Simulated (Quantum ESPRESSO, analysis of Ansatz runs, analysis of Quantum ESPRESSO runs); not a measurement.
# Local vibrational mode of the vacancy with four H in Ge (PBE) (Quantum ESPRESSO)

Aim: the local vibrational mode of the vacancy with four H in Ge, to be set beside the measurement. Set-up: PBE, JTH 2.0 PBE, 32-site cell, PBE lattice, k: 2x2x2 shifted. The model is a cell of 32 host atoms with 1 Ge taken out and 4 H put in. The frequencies come from force constants among the defect atom and its neighbours, with the masses of the isotopes named. Other potentials or another program check that the number doesn't hang on one set of files.

**The experiment.** Ge-H stretch, T2: 2061.5 cm⁻¹ at 9 K, by FTIR absorption, uniaxial stress, isotope substitution (“Hydrogen-Related Defects in Proton-Implanted Silicon and Germanium: An Infrared Absorption Spectroscopy Study”, 1998, Michael Budde, 1998 (PhD thesis, University of Aarhus)).

Program: Quantum ESPRESSO 7.5. Level of theory: Quantum ESPRESSO plane-wave DFT, PBE, JTH 2.0 PBE potentials; relaxation of all atoms of a defect supercell. Results are calculated unless marked as measured.

## Step 1: The structure

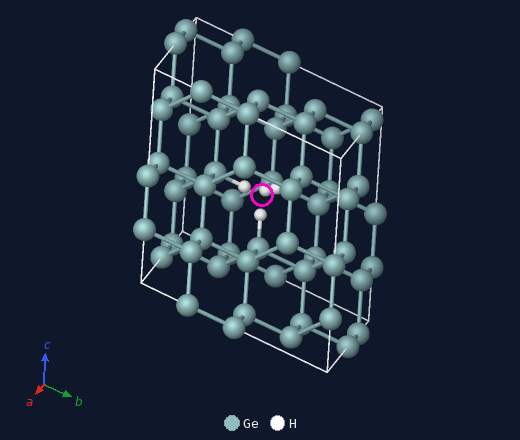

The starting structure, seen slightly off an axis (germanium teal, hydrogen white). A ring marks the centre wherever it is empty. Some periodic images of atoms are drawn too.

The cell holds 35 atoms: 31 Ge and 4 H. Its edges and angles: a = 9.990 Å, b = 9.990 Å, c = 9.990 Å, α = 109.5°, β = 109.5°, γ = 109.5°. It derives from Ge (space group Fd-3m). Nearest the centre at fractional (0.500, 0.500, 0.500): H35 at 0.93 Å, H33 at 0.93 Å, H32 at 0.93 Å, H34 at 0.93 Å, Ge25 at 2.50 Å, Ge31 at 2.50 Å, Ge22 at 2.50 Å, Ge26 at 2.50 Å.

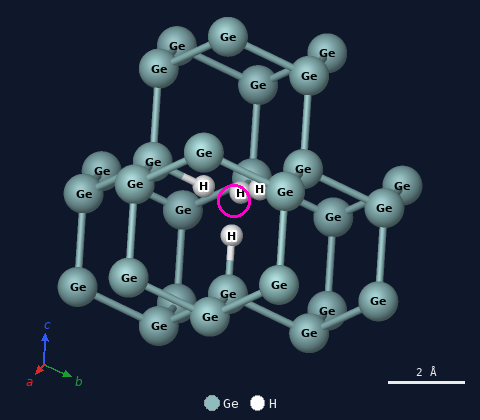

The atoms within 5 Å of the centre. A ring marks the centre wherever it is empty.

The host's primitive cell comes from a first run (Quantum ESPRESSO plane-wave DFT, PBE, JTH 2.0 PBE potentials; relaxation of cell and atoms of a defect-free cell): vectors of 4.078, 4.078 and 4.078 Å. That is 23.98 Å³ an atom, 5.9 % over the diffraction cell's volume. The supercell is built on it.

## Step 2: Relaxation, charge 0

Every later number rests on the structure around the defect, so the atoms are relaxed at the host's lattice first.

The input, pw.in:

```
&CONTROL
  calculation = 'relax'
  prefix = 'pwscf'
  outdir = './tmp'
  pseudo_dir = './pseudo'
  tprnfor = .true.
  disk_io = 'low'
  nstep = 70
  forc_conv_thr = 0.00039
  etot_conv_thr = 0.0001
/
&SYSTEM
  ibrav = 0
  nat = 35
  ntyp = 2
  ecutwfc = 40
  ecutrho = 240
  nbnd = 223
  occupations = 'smearing'
  smearing = 'fd'
  degauss = 0.00073499
/
&ELECTRONS
  conv_thr = 4d-08
  electron_maxstep = 100
  mixing_beta = 0.5
/
&IONS
  ion_dynamics = 'bfgs'
/
ATOMIC_SPECIES
Ge    72.6300 Ge.GGA_PBE-JTH.UPF
H      1.0080 H.GGA_PBE-JTH.UPF
CELL_PARAMETERS angstrom
  -5.7677345896    5.7677345896    5.7677345896
   5.7677345896   -5.7677345896    5.7677345896
   5.7677345896    5.7677345896   -5.7677345896
ATOMIC_POSITIONS crystal
Ge     0.0000000000    0.0000000000    0.5000000000
Ge     0.0000000000    0.2500000000    0.2500000000
Ge     0.0000000000    0.5000000000    0.0000000000
Ge     0.0000000000    0.7500000000    0.7500000000
Ge     0.2500000000    0.0000000000    0.2500000000
Ge     0.2500000000    0.2500000000    0.0000000000
Ge     0.2500000000    0.5000000000    0.7500000000
Ge     0.2500000000    0.7500000000    0.5000000000
Ge     0.5000000000    0.0000000000    0.0000000000
Ge     0.5000000000    0.2500000000    0.7500000000
Ge     0.5000000000    0.7500000000    0.2500000000
Ge     0.7500000000    0.0000000000    0.7500000000
Ge     0.7500000000    0.2500000000    0.5000000000
Ge     0.7500000000    0.5000000000    0.2500000000
Ge     0.7500000000    0.7500000000    0.0000000000
Ge     0.0000000000    0.0000000000    0.2500000000
Ge     0.0000000000    0.2500000000    0.0000000000
Ge     0.0000000000    0.5000000000    0.7500000000
Ge     0.0000000000    0.7500000000    0.5000000000
Ge     0.2500000000    0.0000000000    0.0000000000
Ge     0.2500000000    0.2500000000    0.7500000000
Ge     0.2500000000    0.5000000000    0.5000000000
Ge     0.2500000000    0.7500000000    0.2500000000
Ge     0.5000000000    0.0000000000    0.7500000000
Ge     0.5000000000    0.2500000000    0.5000000000
Ge     0.5000000000    0.5000000000    0.2500000000
Ge     0.5000000000    0.7500000000    0.0000000000
Ge     0.7500000000    0.0000000000    0.5000000000
Ge     0.7500000000    0.2500000000    0.2500000000
Ge     0.7500000000    0.5000000000    0.0000000000
Ge     0.7500000000    0.7500000000    0.7500000000
H      0.4071490000    0.5000000000    0.5000000000
H      0.5000000000    0.4071490000    0.5000000000
H      0.5000000000    0.5000000000    0.4071490000
H      0.5928510000    0.5928510000    0.5928510000
K_POINTS automatic
2 2 2 1 1 1
```

Command:

```sh
> OMP_NUM_THREADS=1 mpirun -n 4 pw.x -nk 2 -in pw.in > pw.out
```

The log of the run:

```text
This program is part of the open-source Quantum ESPRESSO suite
     for quantum simulation of materials; please cite
         "P. Giannozzi et al., J. Phys.:Condens. Matter 21 395502 (2009);
         "P. Giannozzi et al., J. Phys.:Condens. Matter 29 465901 (2017);
         "P. Giannozzi et al., J. Chem. Phys. 152 154105 (2020);
          URL
     in publications or presentations arising from this work. More details at

     file Ge.GGA_PBE-JTH.UPF: wavefunction(s)  4S 0S 4P 0P 3D 0D renormalized
     file H.GGA_PBE-JTH.UPF: wavefunction(s)  1S 0S 0P renormalized
     Message from routine setup:
     using ibrav=0 with symmetry is DISCOURAGED, use correct ibrav instead

     K-points division:     npool     =       2
     Subspace diagonalization in iterative solution of the eigenvalue problem:
     a serial algorithm will be used

     --------------------
     sticks:   dense  smooth     PW     G-vecs:    dense   smooth      PW
     Min        3208    2126    575               162546    88328   12440
     Max        3209    2127    576               162547    88331   12443
     Sum        6417    4253   1151               325093   176659   24883

     Using Slab Decomposition

     bravais-lattice index     =            0
     lattice parameter (alat)  =      18.8784  a.u.
     unit-cell volume          =    5179.3158 (a.u.)^3
     number of atoms/cell      =           35
     number of atomic types    =            2
     number of electrons       =       438.00
     number of Kohn-Sham states=          223
     kinetic-energy cutoff     =      40.0000  Ry
     charge density cutoff     =     240.0000  Ry
     scf convergence threshold =      4.0E-08
     mixing beta               =       0.5000
     number of iterations used =            8  plain     mixing
     energy convergence thresh.=      1.0E-04
     force convergence thresh. =      3.9E-04
     Exchange-correlation= SLA PW PBX PBC
                           (   1   4   3   4   0   0   0)
     nstep                     =           70

     celldm(1)=  18.878382  celldm(2)=   0.000000  celldm(3)=   0.000000
     celldm(4)=   0.000000  celldm(5)=   0.000000  celldm(6)=   0.000000

     crystal axes: (cart. coord. in units of alat)
               a(1) = (  -0.577350   0.577350   0.577350 )
               a(2) = (   0.577350  -0.577350   0.577350 )
               a(3) = (   0.577350   0.577350  -0.577350 )

     reciprocal axes: (cart. coord. in units 2 pi/alat)
               b(1) = ( -0.000000  0.866025  0.866025 )
               b(2) = (  0.866025 -0.000000  0.866025 )
               b(3) = (  0.866025  0.866025  0.000000 )

     PseudoPot. # 1 for Ge read from file:
     Ge.GGA_PBE-JTH.UPF
     Pseudo is Projector augmented-wave + core cor, Zval = 14.0
     Generated using ATOMPAW code
     Shape of augmentation charge: SINC**2
     Using radial grid of 1054 points,  6 beta functions with:
                l(1) =   0
                l(2) =   0
                l(3) =   1
                l(4) =   1
                l(5) =   2
                l(6) =   2
     Q(r) pseudized with 0 coefficients

     PseudoPot. # 2 for H  read from file:
     H.GGA_PBE-JTH.UPF
     Pseudo is Projector augmented-wave + core cor, Zval =  1.0
     Generated using ATOMPAW code
     Shape of augmentation charge: SINC**2
     Using radial grid of  777 points,  3 beta functions with:
                l(1) =   0
                l(2) =   0
                l(3) =   1
     Q(r) pseudized with 0 coefficients

     atomic species   valence    mass     pseudopotential
     Ge               14.00    72.63000     Ge( 1.00)
     H                 1.00     1.00800     H ( 1.00)

     24 Sym. Ops. (no inversion) found (18 have fractional translation)

   Cartesian axes

     site n.     atom                  positions (alat units)
         1        Ge     tau(   1) = (   0.2886751   0.2886751  -0.2886751  )
         2        Ge     tau(   2) = (   0.2886751   0.0000000   0.0000000  )
         3        Ge     tau(   3) = (   0.2886751  -0.2886751   0.2886751  )
         4        Ge     tau(   4) = (   0.8660254   0.0000000   0.0000000  )
         5        Ge     tau(   5) = (   0.0000000   0.2886751   0.0000000  )
         6        Ge     tau(   6) = (   0.0000000   0.0000000   0.2886751  )
         7        Ge     tau(   7) = (   0.5773503   0.2886751   0.0000000  )
         8        Ge     tau(   8) = (   0.5773503   0.0000000   0.2886751  )
         9        Ge     tau(   9) = (  -0.2886751   0.2886751   0.2886751  )
        10        Ge     tau(  10) = (   0.2886751   0.5773503   0.0000000  )
        11        Ge     tau(  11) = (   0.2886751   0.0000000   0.5773503  )
        12        Ge     tau(  12) = (   0.0000000   0.8660254   0.0000000  )
        13        Ge     tau(  13) = (   0.0000000   0.5773503   0.2886751  )
        14        Ge     tau(  14) = (   0.0000000   0.2886751   0.5773503  )
        15        Ge     tau(  15) = (   0.0000000   0.0000000   0.8660254  )
        16        Ge     tau(  16) = (   0.1443376   0.1443376  -0.1443376  )
[...]
24        Ge     tau(  24) = (   0.1443376   0.7216878  -0.1443376  )
        25        Ge     tau(  25) = (   0.1443376   0.4330127   0.1443376  )
        26        Ge     tau(  26) = (   0.1443376   0.1443376   0.4330127  )
        27        Ge     tau(  27) = (   0.1443376  -0.1443376   0.7216878  )
        28        Ge     tau(  28) = (  -0.1443376   0.7216878   0.1443376  )
        29        Ge     tau(  29) = (  -0.1443376   0.4330127   0.4330127  )
        30        Ge     tau(  30) = (  -0.1443376   0.1443376   0.7216878  )
        31        Ge     tau(  31) = (   0.4330127   0.4330127   0.4330127  )
        32        H      tau(  32) = (   0.3422827   0.2350676   0.2350676  )
        33        H      tau(  33) = (   0.2350676   0.3422827   0.2350676  )
        34        H      tau(  34) = (   0.2350676   0.2350676   0.3422827  )
        35        H      tau(  35) = (   0.3422827   0.3422827   0.3422827  )

     number of k points=     2  Fermi-Dirac smearing, width (Ry)=  0.0007
                       cart. coord. in units 2pi/alat
        k(    1) = (   0.4330127   0.4330127   0.4330127), wk =   0.5000000
        k(    2) = (   0.0000000   0.0000000   0.4330127), wk =   1.5000000

     Dense  grid:   325093 G-vectors     FFT dimensions: (  96,  96,  96)

     Smooth grid:   176659 G-vectors     FFT dimensions: (  80,  80,  80)

     Initial potential from superposition of free atoms

     starting charge     437.9765, renormalised to     438.0000
[...]
estimated scf accuracy    <       0.00074797 Ry

[... 135 further cycles ...]
     iteration #  9     ecut=    40.00 Ry     beta= 0.50
     Davidson diagonalization with overlap
     ethr =  2.09E-13,  avg # of iterations =  5.5

     total energy              =   -9786.22961452 Ry
     estimated scf accuracy    <          6.8E-10 Ry

     iteration # 10     ecut=    40.00 Ry     beta= 0.50
     Davidson diagonalization with overlap
     ethr =  1.54E-13,  avg # of iterations =  3.0

     End of self-consistent calculation

          k = 0.4330 0.4330 0.4330 ( 22108 PWs)   bands (ev):

[...]
8.5187   8.5187   8.5187   9.8902   9.8902   9.8902  10.1309

          k = 0.0000 0.0000 0.4330 ( 22178 PWs)   bands (ev):

[...]
8.0455   8.4966   8.4966  10.1012  10.6032  10.6032  10.7401

     the Fermi energy is     9.1933 ev

!    total energy              =   -9786.22961452 Ry
     total all-electron energy =     -9786.229615 Ry
     estimated scf accuracy    <          2.9E-11 Ry
     smearing contrib. (-TS)   =       0.00000000 Ry
     internal energy E=F+TS    =   -9786.22961452 Ry

     The total energy is F=E-TS. E is the sum of the following terms:
     one-electron contribution =   -4694.98407827 Ry
     hartree contribution      =    1468.39744417 Ry
     xc contribution           =    -552.36124131 Ry
     ewald contribution        =   -2942.78444896 Ry
     one-center paw contrib.   =   -3064.49729015 Ry

     convergence has been achieved in  10 iterations

     Forces acting on atoms (cartesian axes, Ry/au):

[...]
Total force =     0.001922     Total SCF correction =     0.000031
     Energy error            =      4.9E-05 Ry
     Gradient error          =      4.4E-04 Ry/Bohr

     number of scf cycles    =  14
     number of bfgs steps    =  13

     energy             old  =   -9786.2295654260 Ry
     energy             new  =   -9786.2296145224 Ry

     CASE: energy            _new < energy            _old

     new trust radius        =       0.0052441591 bohr
     new conv_thr            =       0.0000000004 Ry

ATOMIC_POSITIONS (crystal)
[...]
NEW-OLD atomic charge density approx. for the potential

     Self-consistent Calculation

     iteration #  1     ecut=    40.00 Ry     beta= 0.50
     Davidson diagonalization with overlap
     ethr =  1.00E-06,  avg # of iterations =  4.0

     Threshold (ethr) on eigenvalues was too large:
     Diagonalizing with lowered threshold

     Davidson diagonalization with overlap
     ethr =  6.80E-09,  avg # of iterations =  9.0

     total energy              =   -9786.22963250 Ry
     estimated scf accuracy    <       0.00001055 Ry

     iteration #  2     ecut=    40.00 Ry     beta= 0.50
     Davidson diagonalization with overlap
     ethr =  2.41E-09,  avg # of iterations =  4.0

     total energy              =   -9786.22963427 Ry
     estimated scf accuracy    <       0.00000254 Ry

     iteration #  3     ecut=    40.00 Ry     beta= 0.50
     Davidson diagonalization with overlap
     ethr =  5.80E-10,  avg # of iterations =  4.0

     total energy              =   -9786.22963214 Ry
     estimated scf accuracy    <       0.00000062 Ry

     iteration #  4     ecut=    40.00 Ry     beta= 0.50
     Davidson diagonalization with overlap
     ethr =  1.41E-10,  avg # of iterations =  6.0

     total energy              =   -9786.22963254 Ry
     estimated scf accuracy    <       0.00000012 Ry

     iteration #  5     ecut=    40.00 Ry     beta= 0.50
     Davidson diagonalization with overlap
     ethr =  2.78E-11,  avg # of iterations =  5.5

     total energy              =   -9786.22963267 Ry
     estimated scf accuracy    <       0.00000002 Ry

     iteration #  6     ecut=    40.00 Ry     beta= 0.50
     Davidson diagonalization with overlap
     ethr =  3.53E-12,  avg # of iterations =  4.5

     total energy              =   -9786.22963267 Ry
     estimated scf accuracy    <          1.1E-09 Ry

     iteration #  7     ecut=    40.00 Ry     beta= 0.50
     Davidson diagonalization with overlap
     ethr =  2.60E-13,  avg # of iterations =  8.0

     total energy              =   -9786.22963267 Ry
     estimated scf accuracy    <          6.2E-10 Ry

     iteration #  8     ecut=    40.00 Ry     beta= 0.50
     Davidson diagonalization with overlap
     ethr =  1.42E-13,  avg # of iterations =  4.5

     End of self-consistent calculation

          k = 0.4330 0.4330 0.4330 ( 22108 PWs)   bands (ev):

[...]
8.5182   8.5182   8.5182   9.8889   9.8889   9.8889  10.1328

          k = 0.0000 0.0000 0.4330 ( 22178 PWs)   bands (ev):

[...]
-15.0260 -15.0260 -15.0254  -2.7689  -1.8915  -1.8901  -1.8901  -1.7219
    -1.2122  -1.1849  -1.1849  -1.0588  -0.8623  -0.3657  -0.3657  -0.3553
    -0.1229   0.6233   0.6233   0.6958   0.9334   1.7720   1.7720   1.8105
     1.9452   2.3648   2.3684   2.3684   2.4332   2.8525   3.9001   3.9001
     4.0272   4.4098   5.2693   5.2693   5.3035   5.4588   5.8653   5.9779
     5.9779   6.0887   6.4167   6.4658   6.4658   6.6507   6.6541   6.6593
     6.6593   6.7219   6.7219   6.7586   6.7740   6.8781   6.8781   6.8878
     7.0051   7.6793   7.7674   7.7674   7.8488   7.8897   7.8897   7.9177
     8.0455   8.4962   8.4962  10.1007  10.6021  10.6021  10.7422

     the Fermi energy is     9.1953 ev

!    total energy              =   -9786.22963267 Ry
     total all-electron energy =     -9786.229633 Ry
     estimated scf accuracy    <          1.2E-10 Ry
     smearing contrib. (-TS)   =       0.00000000 Ry
     internal energy E=F+TS    =   -9786.22963267 Ry

     The total energy is F=E-TS. E is the sum of the following terms:
     one-electron contribution =   -4695.63595193 Ry
     hartree contribution      =    1468.71862650 Ry
     xc contribution           =    -552.36356683 Ry
     ewald contribution        =   -2942.45335579 Ry
     one-center paw contrib.   =   -3064.49538463 Ry

     convergence has been achieved in   8 iterations

     Forces acting on atoms (cartesian axes, Ry/au):

[...]
atom   28 type  1   force =    -0.00002636    0.00002636    0.00002027
     atom   29 type  1   force =    -0.00002027   -0.00002636   -0.00002636
     atom   30 type  1   force =    -0.00002636    0.00002027    0.00002636
     atom   31 type  1   force =     0.00019564    0.00019564    0.00019564
     atom   32 type  2   force =     0.00004466   -0.00004466   -0.00004466
     atom   33 type  2   force =    -0.00004466    0.00004466   -0.00004466
     atom   34 type  2   force =    -0.00004466   -0.00004466    0.00004466
     atom   35 type  2   force =     0.00004466    0.00004466    0.00004466

     Total force =     0.000752     Total SCF correction =     0.000061
     Energy error            =      1.8E-05 Ry
     Gradient error          =      2.0E-04 Ry/Bohr

     bfgs converged in  15 scf cycles and  14 bfgs steps
     (criteria: energy <  1.0E-04 Ry, force <  3.9E-04 Ry/Bohr)

     End of BFGS Geometry Optimization

     Final energy             =   -9786.2296326700 Ry

     File ./tmp/pwscf.bfgs deleted, as requested
Begin final coordinates

ATOMIC_POSITIONS (crystal)
[...]
Ge               0.7514680831       -0.0010023118        0.5000000000
Ge               0.7475296051        0.2485319169        0.2485319169
Ge               0.7514680831        0.5000000000       -0.0010023118
Ge               0.7684993669        0.7684993669        0.7684993669
H                0.3861081185        0.5000000000        0.5000000000
H                0.5000000000        0.3861081185        0.5000000000
H                0.5000000000        0.5000000000        0.3861081185
H                0.6138918815        0.6138918815        0.6138918815
End final coordinates

=------------------------------------------------------------------------------=
   JOB DONE.
=------------------------------------------------------------------------------=
```

The job ended after 58 min (4 MPI ranks of Arm Neoverse V1, shared host; peak memory 2.2 GiB).

(Continued in part 2 of 2.)

[Logs are printed without paths, hosts, clocks, repeated set-up lines and the standing remarks that a program may print on its own settings, such as how far it seeks lower states.]

[Hosts, paths, dates, database ids (printed as entryN), source tags and the programs' standing remarks are cut or masked in the printed files.]

[For some hosts the program warned that the k-mesh of the response run may be too coarse for force constants and the static dielectric constant; such warnings are not shown here.]
